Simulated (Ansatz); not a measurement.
# Geometry relaxation of GaN (part 1 of 3)

System: GaN (P6₃mc, 8 atoms in the cell).
Method: DFT, PBE, plane waves, PAW, no spin polarisation (Ansatz 0.2.0).

The structure was built on a prototype by a generator.

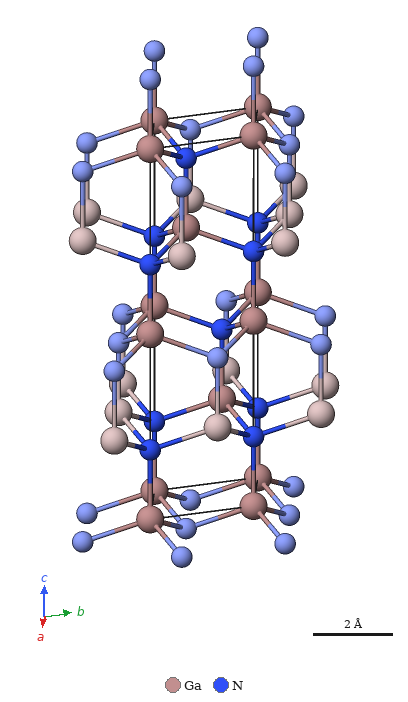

The starting structure (ball-and-stick view of the cell of the calculation, seen at an oblique angle; neighbours outside the cell are drawn fainter). Near neighbours in the crystal (not all of them lie inside the picture): Ga has 4 N at 1.82 Å; N has 4 Ga at 1.82 Å.

## Input file
```yaml
crystal:
  lattice:
    - [2.9709044594, 0.0, 0.0]
    - [-1.4854522297, 2.572878734, 0.0]
    - [0.0, 0.0, 9.7029739643]
  atoms:
    - { symbol: Ga, position: [0.0, 0.0, 0.0] }
    - { symbol: Ga, position: [0.3333333333, 0.6666666667, 0.25] }
    - { symbol: Ga, position: [0.0, 0.0, 0.5] }
    - { symbol: Ga, position: [0.6666666667, 0.3333333333, 0.75] }
    - { symbol: "N", position: [0.0, 0.0, 0.1875] }
    - { symbol: "N", position: [0.3333333333, 0.6666666667, 0.4375] }
    - { symbol: "N", position: [0.0, 0.0, 0.6875] }
    - { symbol: "N", position: [0.6666666667, 0.3333333333, 0.9375] }
kpoints:
  mp_grid: { grid: [12, 12, 4] }
hamiltonian:
  xc: pbe
scf:
  occupations: { method: fermi_dirac, width: 0.02 }
relax:
  f_tol: 0.005
  cell: {}
output:
  write_density: true
  write_potential: true
  elf: true
  volumetric_format: npy
```

Launched with:
```bash
ansatz run input.yaml --threads 8 --pin off --max-ram 12902MiB --backend cpu --events-out ev --progress --plain --runs-dir out
```

## Output
```
Engine: ansatz 0.2.0, x86_64-unknown-linux-gnu
Pseudopotentials: kind: paw
Pseudopotential: Ga, paw, valence charge 13, recommended cutoff 420 eV (normal), Ga.paw.azcp
Pseudopotential: N, paw, valence charge 5, recommended cutoff 420 eV (normal), N.paw.azcp
Functional definition: PBE
  parameter kappa = 0.804
  parameter beta = 0.06672455060314922
  exchange = pbe_x(kappa = kappa, mu = beta*pi^2/3)
  correlation = pbe_c(beta = beta)
Crystal: 8 atoms, lattice volume = 74.167 Å³
Basis set: ecut = 420 eV, 1389 PW (Γ), exchange–correlation on 40×40×144 points (8 copies of the dense FFT grid, shifted against one another)
Bands: 44, of which v1, the nominal top of the filled ones, is band 36 counted from 1 (35 counted from 0)
Symmetry: 12 space group operations
Space group: P63mc (ITA 186), of the structure as read, at distance tolerance 4.2e-5 Å
k-points: 57 of 576 (time reversal used)
Non-local potential: Ga, projectors of the file, l = 0: 2, l = 1: 2, l = 2: 3, l = 3: 1
Non-local potential: N, projectors of the file, l = 0: 2, l = 1: 2, l = 2: 1
PAW form: soft (Blöchl's): semilocal exchange-correlation on the pseudo side does not see the compensation charge
PAW one-centre angular grid: Ga, 590 points (default); XC on 64 Gauss nodes
PAW one-centre angular grid: N, 110 points (default); XC on 64 Gauss nodes
Initial density: superposition of atomic densities (neutral atoms: chi_scale 0, normalization atom), corrected by the library's trained network
Initial wavefunctions: pseudopotential atomic-orbital guess
Functional: x = pbe(κ = 0.804, μ = 0.2195149727645171), c = pbe(β = 0.06672455060314922)
SCF iter   1: F=—  HF=-16668.198448 eV  |F-HF|=—  |Δ(HF+E_count)|=         —  Δρ=1.55e-3  dr2=9.80e-4  ethr=1.77e-3  ⟨swp⟩=6.4  Hψ=10403  notcnv=0  defer=1
preconditioner: auto → Resta (q_TF=auto, 2.715 Å⁻¹)  ε∞=5.1  [insulator: Δε(μ)=3.144 eV  Ē_g=18.166 eV  σ=0.020 eV  W_gap=1.00  n_scr=26 (ndim 8)  ℏωp=36.6 eV  f_vac=0.000  D(μ)=0.00/eV (n_scr^D=0)  ε∞_Penn≈5.1]
SCF iter   2: F=—  HF=-16668.198931 eV  |F-HF|=—  |Δ(HF+E_count)|=   4.83e-4  Δρ=8.62e-4  dr2=3.17e-4  ethr=1.36e-6  ⟨swp⟩=2.3  Hψ=5090  notcnv=0  defer=105
SCF iter   3: F=—  HF=-16668.199282 eV  |F-HF|=—  |Δ(HF+E_count)|=   3.51e-4  Δρ=3.28e-4  dr2=6.85e-5  ethr=4.40e-7  ⟨swp⟩=2.0  Hψ=4319  notcnv=0  defer=105
SCF iter   4: F=—  HF=-16668.199239 eV  |F-HF|=—  |Δ(HF+E_count)|=   4.26e-5  Δρ=1.10e-4  dr2=9.01e-6  ethr=9.52e-8  ⟨swp⟩=2.0  Hψ=4335  notcnv=0  defer=105
SCF iter   5: F=—  HF=-16668.199177 eV  |F-HF|=—  |Δ(HF+E_count)|=   6.18e-5  Δρ=4.64e-5  dr2=1.01e-6  ethr=1.25e-8  ⟨swp⟩=2.0  Hψ=4353  notcnv=0  defer=105
SCF iter   6: F=-16668.199178 eV  HF=-16668.199178 eV  |F-HF|=4.20e-8  |Δ(HF+E_count)|=   3.76e-7  Δρ=1.23e-5  dr2=9.90e-8  ethr=1.39e-10  ⟨swp⟩=6.8  Hψ=17403  notcnv=0
SCF 1 converged in 6 iterations: F = -16668.199178 eV  dr2 = 9.90e-8
  greatest PAW one-centre occupation: 0.996 electrons in one spin orbital (limit 2), on the Ga atom at site 2 (counted from 0), in its partial waves of l = 2
relax step   1: F+E_penalty+E_count = -16668.19917779 eV  Δ(F+E_penalty+E_count) = +0.000e0 eV  max|allowed force component| = 4.827e-2 eV/Å  Δτ_max = 0.0000 Å  P = +68.667 GPa  Ω = 74.167 Å³  (6 SCF iters, dr2 threshold 1.00e-7 eV, accepted)
Crystal: 8 atoms, lattice volume = 83.706 Å³
Basis set: ecut = 420 eV, 1629 PW (Γ), exchange–correlation on 40×40×144 points (8 copies of the dense FFT grid, shifted against one another)
Initial density: handed on by an earlier stage of this run
Initial wavefunctions: those handed on with the density
iter 1 solved again at ethr=1.11e-3 eV; its pass at ethr=3.10e-3 eV (dr2=7.97e-1 eV) is discarded
SCF iter   1: F=—  HF=-16671.054996 eV  |F-HF|=—  |Δ(HF+E_count)|=         —  Δρ=2.99e-2  dr2=8.07e-1  ethr=1.11e-3  ⟨swp⟩=1.2  Hψ=13327  notcnv=0
preconditioner: auto → Resta (q_TF=auto, 2.661 Å⁻¹)  ε∞=5.0  [insulator: Δε(μ)=2.193 eV  Ē_g=17.244 eV  σ=0.020 eV  W_gap=1.00  n_scr=38 (ndim 8)  ℏωp=34.4 eV  f_vac=0.012  D(μ)=0.00/eV (n_scr^D=0)  ε∞_Penn≈5.0]
SCF iter   2: F=—  HF=-16670.833495 eV  |F-HF|=—  |Δ(HF+E_count)|=   2.22e-1  Δρ=6.21e-3  dr2=3.70e-2  ethr=1.11e-3  ⟨swp⟩=2.1  Hψ=3651  notcnv=0
SCF iter   3: F=—  HF=-16670.835772 eV  |F-HF|=—  |Δ(HF+E_count)|=   2.28e-3  Δρ=3.67e-3  dr2=7.70e-3  ethr=5.14e-5  ⟨swp⟩=2.1  Hψ=4929  notcnv=0  defer=41
SCF iter   4: F=—  HF=-16670.839994 eV  |F-HF|=—  |Δ(HF+E_count)|=   4.22e-3  Δρ=1.13e-3  dr2=8.10e-4  ethr=1.07e-5  ⟨swp⟩=2.1  Hψ=4782  notcnv=0  defer=41
SCF iter   5: F=—  HF=-16670.839572 eV  |F-HF|=—  |Δ(HF+E_count)|=   4.22e-4  Δρ=4.50e-4  dr2=1.14e-4  ethr=1.12e-6  ⟨swp⟩=2.0  Hψ=4522  notcnv=0  defer=41
SCF iter   6: F=—  HF=-16670.839630 eV  |F-HF|=—  |Δ(HF+E_count)|=   5.84e-5  Δρ=2.07e-4  dr2=2.69e-5  ethr=1.58e-7  ⟨swp⟩=2.0  Hψ=4519  notcnv=0  defer=41
SCF iter   7: F=—  HF=-16670.839629 eV  |F-HF|=—  |Δ(HF+E_count)|=   8.75e-7  Δρ=7.20e-5  dr2=3.26e-6  ethr=3.73e-8  ⟨swp⟩=2.0  Hψ=3132  notcnv=0  defer=41
SCF iter   8: F=-16670.839629 eV  HF=-16670.839630 eV  |F-HF|=1.28e-7  |Δ(HF+E_count)|=   3.91e-7  Δρ=1.50e-5  dr2=1.57e-7  ethr=1.11e-9  ⟨swp⟩=10.0  Hψ=22296  notcnv=0
SCF 2 converged in 8 iterations: F = -16670.839629 eV  dr2 = 1.57e-7
  Residual-converged pass: ⟨swp⟩=1.0  Hψ=2738  notcnv=0  max |occ|·‖R‖ = 7.0e-9 eV (tolerance 1.0e-8 eV)  dr2=1.57e-7  dr2_onsite=5.36e-8  max |Δocc| = 0.0e0
relax step   2: F+E_penalty+E_count = -16670.83962939 eV  Δ(F+E_penalty+E_count) = -2.640e0 eV  max|allowed force component| = 4.572e-2 eV/Å  Δτ_max = 0.0008 Å  P = +25.053 GPa  Ω = 83.706 Å³  energy of the carried Pulay correction = -3.248e-2 eV  (8 SCF iters, dr2 threshold 8.00e-7 eV, accepted)
Crystal: 8 atoms, lattice volume = 90.369 Å³
Basis set: ecut = 420 eV, 1787 PW (Γ), exchange–correlation on 40×40×144 points (8 copies of the dense FFT grid, shifted against one another)
iter 1 solved again at ethr=3.70e-4 eV; its pass at ethr=3.10e-3 eV (dr2=2.66e-1 eV) is discarded
SCF iter   1: F=—  HF=-16671.503562 eV  |F-HF|=—  |Δ(HF+E_count)|=         —  Δρ=1.64e-2  dr2=2.70e-1  ethr=3.70e-4  ⟨swp⟩=1.5  Hψ=13261  notcnv=0
preconditioner: auto → Resta (q_TF=auto, 2.627 Å⁻¹)  ε∞=5.0  [insulator: Δε(μ)=1.764 eV  Ē_g=16.652 eV  σ=0.020 eV  W_gap=1.00  n_scr=38 (ndim 8)  ℏωp=33.1 eV  f_vac=0.012  D(μ)=0.00/eV (n_scr^D=0)  ε∞_Penn≈5.0]
SCF iter   2: F=—  HF=-16671.431078 eV  |F-HF|=—  |Δ(HF+E_count)|=   7.25e-2  Δρ=3.33e-3  dr2=1.12e-2  ethr=3.70e-4  ⟨swp⟩=2.0  Hψ=3643  notcnv=0
SCF iter   3: F=—  HF=-16671.432699 eV  |F-HF|=—  |Δ(HF+E_count)|=   1.62e-3  Δρ=2.13e-3  dr2=3.02e-3  ethr=1.56e-5  ⟨swp⟩=2.0  Hψ=4986  notcnv=0
SCF iter   4: F=—  HF=-16671.434191 eV  |F-HF|=—  |Δ(HF+E_count)|=   1.49e-3  Δρ=5.59e-4  dr2=2.03e-4  ethr=4.20e-6  ⟨swp⟩=2.9  Hψ=4968  notcnv=0
SCF iter   5: F=—  HF=-16671.434181 eV  |F-HF|=—  |Δ(HF+E_count)|=   9.46e-6  Δρ=2.55e-4  dr2=3.70e-5  ethr=2.82e-7  ⟨swp⟩=2.2  Hψ=4569  notcnv=0
SCF iter   6: F=—  HF=-16671.434204 eV  |F-HF|=—  |Δ(HF+E_count)|=   2.31e-5  Δρ=1.10e-4  dr2=9.59e-6  ethr=5.13e-8  ⟨swp⟩=2.0  Hψ=4560  notcnv=0
SCF iter   7: F=—  HF=-16671.434204 eV  |F-HF|=—  |Δ(HF+E_count)|=   1.44e-8  Δρ=4.52e-5  dr2=1.53e-6  ethr=1.33e-8  ⟨swp⟩=2.2  Hψ=4060  notcnv=0
SCF iter   8: F=-16671.434204 eV  HF=-16671.434205 eV  |F-HF|=1.25e-7  |Δ(HF+E_count)|=   4.58e-8  Δρ=1.50e-5  dr2=1.77e-7  ethr=1.11e-9  ⟨swp⟩=10.0  Hψ=19381  notcnv=0
SCF 3 converged in 8 iterations: F = -16671.434204 eV  dr2 = 1.77e-7
  greatest PAW one-centre occupation: 0.995 electrons in one spin orbital (limit 2), on the Ga atom at site 1 (counted from 0), in its partial waves of l = 2
relax step   3: F+E_penalty+E_count = -16671.43420439 eV  Δ(F+E_penalty+E_count) = -5.946e-1 eV  max|allowed force component| = 2.182e-2 eV/Å  Δτ_max = 0.0017 Å  P = +5.642 GPa  Ω = 90.369 Å³  energy of the carried Pulay correction = -5.296e-2 eV  (8 SCF iters, dr2 threshold 8.00e-7 eV, accepted)
Crystal: 8 atoms, lattice volume = 92.509 Å³
Basis set: ecut = 420 eV, 1823 PW (Γ), exchange–correlation on 40×40×144 points (8 copies of the dense FFT grid, shifted against one another)
iter 1 solved again at ethr=3.69e-5 eV; its pass at ethr=3.10e-3 eV (dr2=2.66e-2 eV) is discarded
SCF iter   1: F=—  HF=-16671.475423 eV  |F-HF|=—  |Δ(HF+E_count)|=         —  Δρ=4.63e-3  dr2=2.22e-2  ethr=3.69e-5  ⟨swp⟩=2.4  Hψ=12933  notcnv=0
preconditioner: auto → Resta (q_TF=auto, 2.617 Å⁻¹)  ε∞=4.9  [insulator: Δε(μ)=1.685 eV  Ē_g=16.484 eV  σ=0.020 eV  W_gap=1.00  n_scr=38 (ndim 8)  ℏωp=32.8 eV  f_vac=0.006  D(μ)=0.00/eV (n_scr^D=0)  ε∞_Penn≈4.9]
SCF iter   2: F=—  HF=-16671.469451 eV  |F-HF|=—  |Δ(HF+E_count)|=   5.97e-3  Δρ=9.47e-4  dr2=9.04e-4  ethr=3.08e-5  ⟨swp⟩=2.0  Hψ=3637  notcnv=0
SCF iter   3: F=—  HF=-16671.469555 eV  |F-HF|=—  |Δ(HF+E_count)|=   1.05e-4  Δρ=5.97e-4  dr2=2.66e-4  ethr=1.26e-6  ⟨swp⟩=2.5  Hψ=4380  notcnv=0
SCF iter   4: F=—  HF=-16671.469719 eV  |F-HF|=—  |Δ(HF+E_count)|=   1.64e-4  Δρ=9.89e-5  dr2=6.79e-6  ethr=3.69e-7  ⟨swp⟩=2.4  Hψ=3792  notcnv=0
SCF iter   5: F=-16671.469725 eV  HF=-16671.469724 eV  |F-HF|=5.50e-7  |Δ(HF+E_count)|=   5.03e-6  Δρ=3.12e-5  dr2=7.44e-7  ethr=1.11e-9  ⟨swp⟩=10.2  Hψ=22934  notcnv=0
SCF 4 converged in 5 iterations: F = -16671.469725 eV  dr2 = 7.44e-7
  Residual-converged pass: ⟨swp⟩=1.1  Hψ=2746  notcnv=0  max |occ|·‖R‖ = 7.0e-9 eV (tolerance 1.0e-8 eV)  dr2=7.44e-7  dr2_onsite=3.36e-7  max |Δocc| = 0.0e0
  greatest PAW one-centre occupation: 0.995 electrons in one spin orbital (limit 2), on the Ga atom at site 3 (counted from 0), in its partial waves of l = 2
relax step   4: F+E_penalty+E_count = -16671.46972472 eV  Δ(F+E_penalty+E_count) = -3.552e-2 eV  max|allowed force component| = 1.100e-2 eV/Å  Δτ_max = 0.0004 Å  P = +0.689 GPa  Ω = 92.509 Å³  energy of the carried Pulay correction = -5.919e-2 eV  (5 SCF iters, dr2 threshold 8.00e-7 eV, accepted)
Crystal: 8 atoms, lattice volume = 92.826 Å³
iter 1 solved again at ethr=7.02e-7 eV; its pass at ethr=3.10e-3 eV (dr2=5.05e-4 eV) is discarded
SCF iter   1: F=—  HF=-16671.469557 eV  |F-HF|=—  |Δ(HF+E_count)|=         —  Δρ=7.07e-4  dr2=4.86e-4  ethr=7.02e-7  ⟨swp⟩=2.8  Hψ=11159  notcnv=0
preconditioner: auto → Resta (q_TF=auto, 2.615 Å⁻¹)  ε∞=4.9  [insulator: Δε(μ)=1.693 eV  Ē_g=16.463 eV  σ=0.020 eV  W_gap=1.00  n_scr=38 (ndim 8)  ℏωp=32.7 eV  f_vac=0.005  D(μ)=0.00/eV (n_scr^D=0)  ε∞_Penn≈4.9]
SCF iter   2: F=—  HF=-16671.469477 eV  |F-HF|=—  |Δ(HF+E_count)|=   8.01e-5  Δρ=1.85e-4  dr2=2.86e-5  ethr=6.75e-7  ⟨swp⟩=2.0  Hψ=3180  notcnv=0
SCF iter   3: F=—  HF=-16671.469482 eV  |F-HF|=—  |Δ(HF+E_count)|=   4.74e-6  Δρ=1.04e-4  dr2=7.59e-6  ethr=3.97e-8  ⟨swp⟩=2.0  Hψ=3956  notcnv=0
SCF iter   4: F=—  HF=-16671.469486 eV  |F-HF|=—  |Δ(HF+E_count)|=   4.21e-6  Δρ=3.17e-5  dr2=8.29e-7  ethr=1.05e-8  ⟨swp⟩=2.0  Hψ=4277  notcnv=0
SCF iter   5: F=-16671.469486 eV  HF=-16671.469486 eV  |F-HF|=3.66e-8  |Δ(HF+E_count)|=   3.19e-7  Δρ=1.37e-5  dr2=1.24e-7  ethr=1.11e-9  ⟨swp⟩=9.7  Hψ=22110  notcnv=0
SCF 5 converged in 5 iterations: F = -16671.469486 eV  dr2 = 1.24e-7
  Residual-converged pass: ⟨swp⟩=1.0  Hψ=2738  notcnv=0  max |occ|·‖R‖ = 7.0e-9 eV (tolerance 1.0e-8 eV)  dr2=1.24e-7  dr2_onsite=4.80e-8  max |Δocc| = 0.0e0
relax step   5: F+E_penalty+E_count = -16671.46948562 eV  Δ(F+E_penalty+E_count) = +2.391e-4 eV  max|allowed force component| = 1.246e-2 eV/Å  Δτ_max = 0.0010 Å  P = +0.001 GPa  Ω = 92.826 Å³  energy of the carried Pulay correction = -6.010e-2 eV  (5 SCF iters, dr2 threshold 8.00e-7 eV, accepted)
iter 1 solved again at ethr=1.08e-8 eV; its pass at ethr=3.10e-3 eV (dr2=7.80e-6 eV) is discarded
SCF iter   1: F=—  HF=-16671.469469 eV  |F-HF|=—  |Δ(HF+E_count)|=         —  Δρ=1.43e-4  dr2=7.73e-6  ethr=1.08e-8  ⟨swp⟩=2.7  Hψ=11128  notcnv=0
preconditioner: auto → Resta (q_TF=auto, 2.615 Å⁻¹)  ε∞=4.9  [insulator: Δε(μ)=1.696 eV  Ē_g=16.464 eV  σ=0.020 eV  W_gap=1.00  n_scr=38 (ndim 8)  ℏωp=32.7 eV  f_vac=0.005  D(μ)=0.00/eV (n_scr^D=0)  ε∞_Penn≈4.9]
SCF iter   2: F=—  HF=-16671.469515 eV  |F-HF|=—  |Δ(HF+E_count)|=   4.61e-5  Δρ=7.26e-5  dr2=2.24e-6  ethr=1.07e-8  ⟨swp⟩=2.0  Hψ=4276  notcnv=0
SCF iter   3: F=—  HF=-16671.469515 eV  |F-HF|=—  |Δ(HF+E_count)|=   2.46e-7  Δρ=1.04e-5  dr2=9.58e-8  ethr=3.11e-9  ⟨swp⟩=2.0  Hψ=4394  notcnv=0
SCF iter   4: F=—  HF=-16671.469515 eV  |F-HF|=—  |Δ(HF+E_count)|=   4.65e-9  Δρ=5.35e-6  dr2=2.55e-8  ethr=1.33e-10  ⟨swp⟩=2.0  Hψ=4560  notcnv=0
SCF iter   5: F=-16671.469515 eV  HF=-16671.469515 eV  |F-HF|=7.28e-11  |Δ(HF+E_count)|=   6.38e-9  Δρ=1.19e-6  dr2=8.57e-10  ethr=1.35e-11  ⟨swp⟩=8.0  Hψ=16819  notcnv=0
SCF 6 converged in 5 iterations: F = -16671.469515 eV  dr2 = 8.57e-10
relax step   6: F+E_penalty+E_count = -16671.46951503 eV  Δ(F+E_penalty+E_count) = -2.941e-5 eV  max|allowed force component| = 1.811e-4 eV/Å  Δτ_max = 0.0006 Å  P = +0.000 GPa  Ω = 92.826 Å³  energy of the carried Pulay correction = -6.010e-2 eV  (5 SCF iters, dr2 threshold 9.71e-9 eV, accepted)
Basis set: ecut = 420 eV, 1823 PW (Γ), exchange–correlation on 48×48×144 points (8 copies of the dense FFT grid, shifted against one another)
Initial wavefunctions: pseudopotential atomic-orbital guess (no wavefunctions were taken with the density)
iter 1 solved again at ethr=2.17e-6 eV; its pass at ethr=3.10e-3 eV (dr2=1.56e-3 eV) is discarded
```
